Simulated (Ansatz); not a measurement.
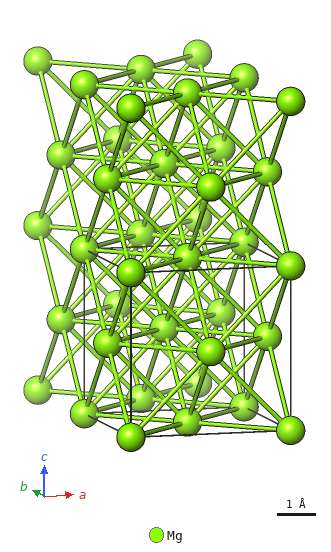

This is a symmetric starting cell of Mg (made from another compound by putting Mg in place of Cd). The picture is a ball-and-stick view of the conventional cell (4 times the calculation's cell), repeated 1 × 2 × 2 with one cell outlined, seen slightly off an axis. Lengths and directions refer to the drawn axes.

These are results of Ansatz, DFT PBE, scalar-relativistic, plane waves, PAW, not measurements. Settings: plane-wave cutoff 420 eV; k-point mesh 16 × 16 × 16; occupations gaussian; smearing width 0.1 eV; no spin polarisation.

Now this is done to it. All lengths are scaled by +3.6 % (volume +11.3 %), the atoms keeping their fractional coordinates. No relaxation follows. The starting cell wasn't computed here and needn't be at equilibrium, so pressure and forces aren't due to the change alone.

> What is the effect?

Some distances before and after: Mg–Mg 3.098 → 3.211 Å. The space group stays Fm-3m (No. 225). The pressure is −0.4 GPa (not all of it need come from the change, since the unchanged cell can be under pressure at this level too). All forces vanish by symmetry.

Drawn alike, the variant:

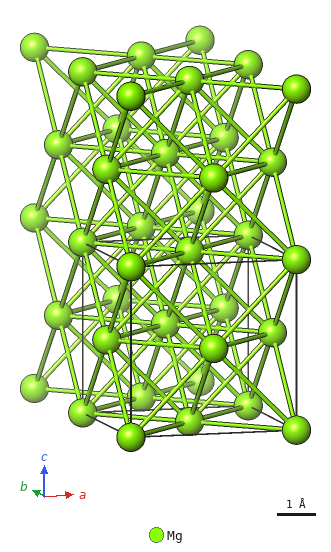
